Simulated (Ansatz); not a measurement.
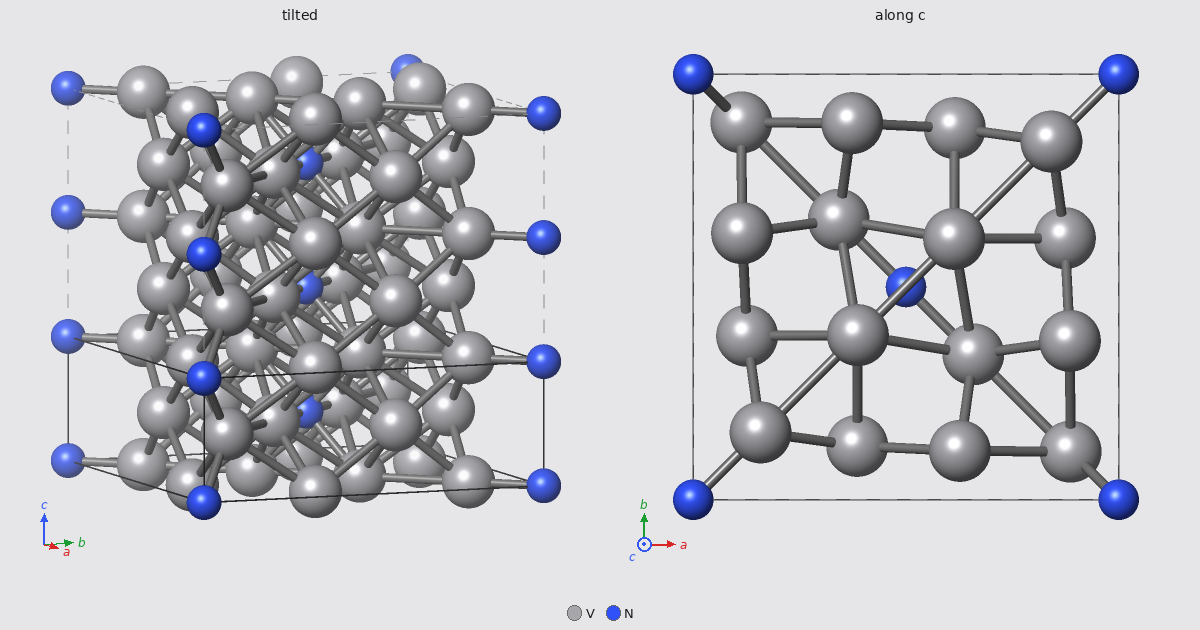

The figure gives a ball-and-stick picture of the atoms, viewed slightly off an axis and along the c axis. A 1×1×3 array of cells is drawn; the conventional unit cell has the solid edges.

The formula is V8N. It is primitive tetragonal, space group P4_2/mnm (No. 136). The cell comprises 2 formula units: 16 V, 2 N. Within bonding distance, the neighbour counts come to V 8 to 12 (mean 9.5) and N 6. Not all metal-metal contacts are counted.

Origin of the cell: a structure listed in the Materials Project. It was relaxed at fixed volume with DFT r2SCAN, scalar-relativistic, plane waves, PAW (Ansatz 0.2.0).

At this level of theory the run's own cell isn't at rest (compressed, at 15 GPa), so its distances can differ from those at equilibrium, the more so the softer the solid.
